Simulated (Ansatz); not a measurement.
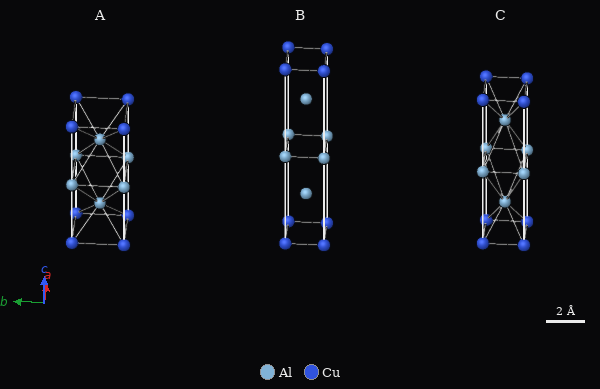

3 geometries from one relaxation of solid Al3Cu (set up in P4/mmm), in shuffled order. Style: ball-and-stick. Shown: the cell of the calculation, from a free direction.

Case: relaxed kmesh: [1, 1, 1] Gamma-centred.

Level of theory: DFT r2SCAN, scalar-relativistic, plane waves, PAW in Ansatz 0.2.0. Settings: plane-wave cutoff 500 eV; k-point mesh 1 × 1 × 1; occupations gaussian; smearing width 0.1 eV; no spin polarisation; cell and atoms relaxed; force threshold 0.01 eV/Å; at most 60 steps.

**Put them in the order of the run, from the start to the converged end.**

A, C, B. They are steps 0, 5, 18, at +6779 meV per atom, +911 meV per atom relative to the last. Over 16 accepted moves (18 points after the start) the energy falls by 6779 meV per atom. Largest force component: 5.1 eV/Å at the start, 0.00047 eV/Å at the end. The pressure goes from −14.19 to 0.00 GPa. The SCF was repeated twice at an unchanged geometry on a basis and grid sized afresh for the cell, which shifted the energy by 49.1 meV per atom at most. The largest moves relative to the cell, 0.027 Å, are those of Al atoms. Cu stays in place. The volume changes by −17.2 %, with a = b 2.778 → 2.065 Å (−25.7 %), c 7.513 → 11.260 Å (+49.9 %). Near-neighbour distances that change, for instance: Al–Al 2.778 → 2.065 Å, Cu–Cu 2.778 → 2.065 Å, Al–Al 2.845 → 3.388 Å, Al–Cu 2.597 → 2.958 Å. The space group stays P4/mmm (No. 123). Cost: 100 s on 1 thread of Intel(R) Xeon(R) Processor @ 2.50GHz (Skylake/Cascade Lake), with other jobs on the host, peak memory 0.46 GiB.

Limits of the set-up: the k-point mesh is coarse for a cell with partly filled bands.
